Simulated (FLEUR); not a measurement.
## A series of single points on PbS

System: PbS (Fm-3m, 2 atoms in the cell).
Method: Kohn-Sham DFT of a periodic cell, RPBE, all-electron, no spin polarisation (FLEUR MaX-R8.1 (later development tree)).

The 5 runs differ only in the geometry, by an even scaling of the cell at fixed fractional positions. The structure derives from an entry of the Crystallography Open Database.

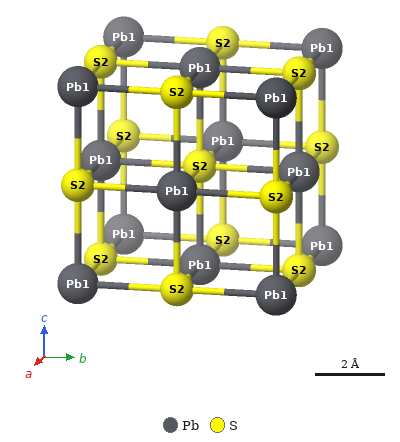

Figure 1. The structure of run 3 (ball-and-stick view of the cell 4 times as large as that of the calculation, set on its symmetry axes, seen slightly off an axis; atoms are numbered from 1 in the order of the input).

**Input of run 3**
```
<?xml version="1.0" encoding="UTF-8" standalone="no"?>
<fleurInput fleurInputVersion="0.39">
   <comment>
      PbS                                                                                                 
   </comment>
   <calculationSetup>
      <cutoffs Kmax="4.54" Gmax="14.1" GmaxXC="14.1" numbands="0"/>
      <scfLoop itmax="60" minDistance="0.00001" maxIterBroyd="15" imix="Anderson" alpha="0.05" precondParam="0.0" spinf="2.0" sdNocoIR="T"/>
      <coreElectrons ctail="T" frcor="F" kcrel="0" coretail_lmax="0"/>
      <xcFunctional name="Rpbe" relativisticCorrections="F"/>
      <magnetism jspins="1"/>
      <soc l_soc="F" theta="0.0" phi="0.0" spav="F"/>
      <expertModes spex="0" secvar="F"/>
      <geometryOptimization l_f="F" forcealpha="1.0" forcemix="BFGS" epsdisp="0.00001" epsforce="0.00001"/>
      <ldaU l_linMix="F" mixParam="0.05" spinf="1.0"/>
   </calculationSetup>
   <cell>
      <bzIntegration valenceElectrons="26.0" mode="hist" fermiSmearingEnergy="0.00183747">
         <kPointListSelection listName="default-1"/>
         <!-- k-points included here -->
         <xi:include xmlns:xi="http://www.w3.org/2001/XInclude" href="kpts.xml"> </xi:include>
      </bzIntegration>
      <!-- symmetry operations included here -->
      <xi:include xmlns:xi="http://www.w3.org/2001/XInclude" href="sym.xml"> </xi:include>
      <bulkLattice scale="1.0000000000">
         <bravaisMatrix>
            <row-1>    0.0000000000000000     5.6044552540324490     5.6044552540324490</row-1>
            <row-2>    5.6044552540324490     0.0000000000000000     5.6044552540324490</row-2>
            <row-3>    5.6044552540324490     5.6044552540324490     0.0000000000000000</row-3>
         </bravaisMatrix>
      </bulkLattice>
   </cell>
   <atomSpecies>
      <species name="Lead (Pb)" element="Pb" atomicNumber="82">
         <mtSphere radius="2.66" gridPoints="879" logIncrement="0.015"/>
         <atomicCutoffs lmax="11" lnonsphr="8"/>
         <electronConfig flipSpins="F">
            <coreConfig>(1s1/2) (2s1/2) (2p1/2) (2p3/2) (3s1/2) (3p1/2) (3p3/2) (4s1/2) (3d3/2) (3d5/2) (4p1/2) (4p3/2) (4d3/2) (4d5/2) (4f5/2) (4f7/2) (5s1/2)</coreConfig>
            <valenceConfig>(5p1/2) (5p3/2) (6s1/2) (5d3/2) (5d5/2) (6p1/2) (6p3/2)</valenceConfig>
            <stateOccupation state="(6p1/2)" spinUp="0.333333" spinDown="0.333333"/>
            <stateOccupation state="(6p3/2)" spinUp="0.666667" spinDown="0.666667"/>
         </electronConfig>
         <energyParameters s="6" p="6" d="5" f="5"/>
         <lo type="SCLO" l="1" n="5" eDeriv="0"/>
         <lo type="SCLO" l="1" n="5" eDeriv="1"/>
         <lo type="SCLO" l="0" n="6" eDeriv="2"/>
         <lo type="SCLO" l="2" n="5" eDeriv="2"/>
         <lo type="SCLO" l="3" n="5" eDeriv="2"/>
      </species>
      <species name="Sulfur (S)" element="S" atomicNumber="16">
         <mtSphere radius="2.16" gridPoints="735" logIncrement="0.016"/>
         <atomicCutoffs lmax="9" lnonsphr="7"/>
         <electronConfig flipSpins="F">
            <coreConfig>(1s1/2) (2s1/2) (2p1/2) (2p3/2)</coreConfig>
            <valenceConfig>(3s1/2) (3p1/2) (3p3/2)</valenceConfig>
            <stateOccupation state="(3p1/2)" spinUp="0.666667" spinDown="0.666667"/>
            <stateOccupation state="(3p3/2)" spinUp="1.333333" spinDown="1.333333"/>
         </electronConfig>
         <energyParameters s="3" p="3" d="3" f="4"/>
         <lo type="SCLO" l="0" n="3" eDeriv="2"/>
         <lo type="SCLO" l="1" n="3" eDeriv="2"/>
         <lo type="SCLO" l="2" n="3" eDeriv="2"/>
         <lo type="SCLO" l="3" n="4" eDeriv="2"/>
      </species>
   </atomSpecies>
   <atomGroups>
      <atomGroup species="Lead (Pb)">
         <relPos label="                   1">.0000000000 .0000000000 .0000000000</relPos>
         <force calculate="T" relaxXYZ="TTT"/>
      </atomGroup>
      <atomGroup species="Sulfur (S)">
         <relPos label="                   2">1.000/2.000 1.000/2.000 1.000/2.000</relPos>
         <force calculate="T" relaxXYZ="TTT"/>
      </atomGroup>
   </atomGroups>
   <output dos="F" band="F" slice="F">
      <checks vchk="F" cdinf="F"/>
      <bandDOS minEnergy="-.5*Htr" maxEnergy="0.5*Htr" sigma="0.015" storeEVData="T"/>
      <vacuumDOS vacdos="F" integ="F" star="F" nstars="0" locx1="0.0" locy1="0.0" locx2="0.0" locy2="0.0" nstm="0" tworkf="0.0"/>
      <unfoldingBand unfoldBand="F" supercellX="1" supercellY="1" supercellZ="1"/>
      <plotting iplot="0" polar="F">
         <plot TwoD="T" vec1="  1.0  0.0  0.0" vec2="  0.0  1.0  0.0" vec3="  0.0  0.0  1.0" zero="  0.0  0.0  0.0" file="plot"/>
      </plotting>
      <chargeDensitySlicing numkpt="0" minEigenval="0.0" maxEigenval="0.0" nnne="0" pallst="F"/>
      <specialOutput eonly="F"/>
      <moessbauerParams electricFieldGradient="T" isomerShift="T" coreHyperfine="T" valenceHyperfine="T"/>
      <magneticCircularDichroism mcd="F" energyLo="-10.0" energyUp="0.0"/>
   </output>
  <!-- We include the file relax.xml here to enable relaxations (see documentation) -->
  <xi:include xmlns:xi="http://www.w3.org/2001/XInclude" href="relax.xml"> <xi:fallback/> </xi:include>
</fleurInput>
```

Command:
```bash
inpgen -f crystal.txt -profile fastHighL; fleur_MPI
```

Run 2 has the same physical settings and fractional positions; its lattice vectors (Å) are:
```
   0.000000    2.925667    2.925667
   2.925667    0.000000    2.925667
   2.925667    2.925667    0.000000
```

**Results, with one run withheld**

| run | volume per atom (Å³) | free energy per atom, from the lowest run given (meV) | gap on the mesh (eV) |
| --- | --- | --- | --- |
| 1 | 24.521 | 86.29 | 0.31 |
| 2 | 25.042 | ? | ? |
| 3 | 26.086 | 24.03 | 0.57 |
| 4 | 27.129 | 4.43 | 0.72 |
| 5 | 27.651 | 0.00 | 0.78 |

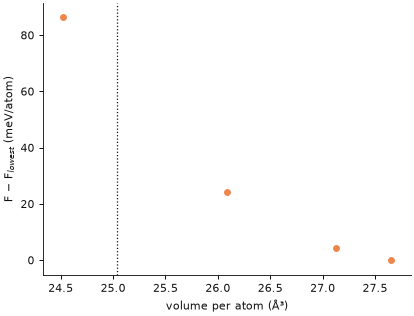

Figure 2. Free energy per atom of the runs given; the dotted line marks run 2.

Fit the runs given and predict run 2.

A quadratic polynomial in V^(−2/3) (the Birch–Murnaghan form), fitted to the 4 runs given, misses them by at most 0.02 meV per atom. With x = V^(−2/3) − 0.11307 Å⁻², it reads F = 18.705 + 8072.5 x + 8.1758e+05 x² (meV per atom). At run 2 it gives 60.61 meV per atom, and the run itself gives 60.56. The fit has no minimum inside this range. The gap on the mesh goes, without turning, from 0.31 eV in run 1 to 0.78 eV in run 5; run 2 has 0.41 eV. These are gaps of this functional on this mesh, which can miss the band edges; they aren't the measured gap.

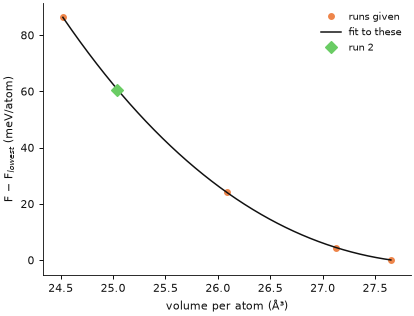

Figure 3. The fit and the withheld run.

**Output (run 2)**
```
Welcome to FLEUR        (www.flapw.de)
      MaX-Release 8.1          (www.max-centre.eu)

 ========== k-point set info ==========
 Selected k-point list: default-1
 k-point list type: mesh
 8 x 8 x 8
 Number of k points: 29

 ------------Calculation Setup---------------------------
 Number of MPI-tasks      :            1
 Number of PE/node        :            1
 Number of OMP-threads    :            1
 Most efficient MPI parallelization for:
           1          29
 Additional eigenvalue parallelization possible
 Number of basis functions:          614
 Approximate size of matrices (H+S) per k-point:         0.006 GB
 --------------------------------------------------------

 Iteration:     1   Distance:      10.82158814 me/bohr^3

 Iteration:     2   Distance:       9.87146796 me/bohr^3

 Iteration:     3   Distance:       4.81584481 me/bohr^3

 Iteration:     4   Distance:       2.31998036 me/bohr^3

 Iteration:     5   Distance:       0.73349437 me/bohr^3

 Iteration:     6   Distance:       0.30306054 me/bohr^3

 Iteration:     7   Distance:       0.27186231 me/bohr^3

 Iteration:     8   Distance:       0.06346141 me/bohr^3

 Iteration:     9   Distance:       0.05612393 me/bohr^3

 Iteration:    10   Distance:       0.00702907 me/bohr^3

 Iteration:    11   Distance:       0.00289820 me/bohr^3

 Iteration:    12   Distance:       0.00312162 me/bohr^3

 Iteration:    13   Distance:       0.00033002 me/bohr^3

 Iteration:    14   Distance:       0.00003924 me/bohr^3

 Iteration:    15   Distance:       0.00003972 me/bohr^3

 Iteration:    16   Distance:       0.00003593 me/bohr^3

 Iteration:    17   Distance:       0.00001895 me/bohr^3

 Iteration:    18   Distance:       0.00000707 me/bohr^3

 ********************************************************************
 Run finished successfully
 Stop message:
   all done
 ********************************************************************
```

Notes: Spin–orbit coupling is left out, which matters for Pb.
